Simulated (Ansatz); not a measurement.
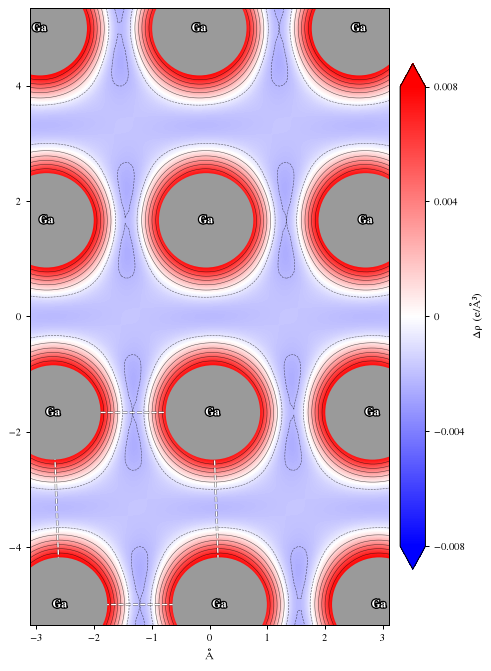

Ga: difference of two self-consistent densities at the same geometry, ρ(LDA) − ρ(PBE), on the (010) plane of the conventional cell. Grey discs cover the cores, where the PAW densities can't be compared. Cores are masked to 0.8 Å (Ga).

Space group C2/c.

Both runs: Ansatz, scalar-relativistic, plane waves and PAW, same cutoff, k-points and PAW files (made with PBE).

```
Ga
1.0
     2.76600    0.00000    0.00000
     0.00000    8.05300    0.00000
    -0.11745    0.00000    3.32993
Ga
4
Direct
  0.50000 0.63100 0.75000
  0.00000 0.13100 0.75000
  0.50000 0.36900 0.25000
  0.00000 0.86900 0.25000
```

Question: What differs between the two levels of theory?

Answer: Against PBE, and outside the masked cores, the largest gain lies at the edge of the masked core of Ga, and the largest loss, 0.004 e/Å³, lies 1.5 Å from a gallium nucleus. At this volume the pressure is 2 GPa with PBE and −4 GPa with LDA.

Run times: 35 s (LDA) and 39 s (base cell), on 1 thread of Arm Neoverse V1, on a shared host.
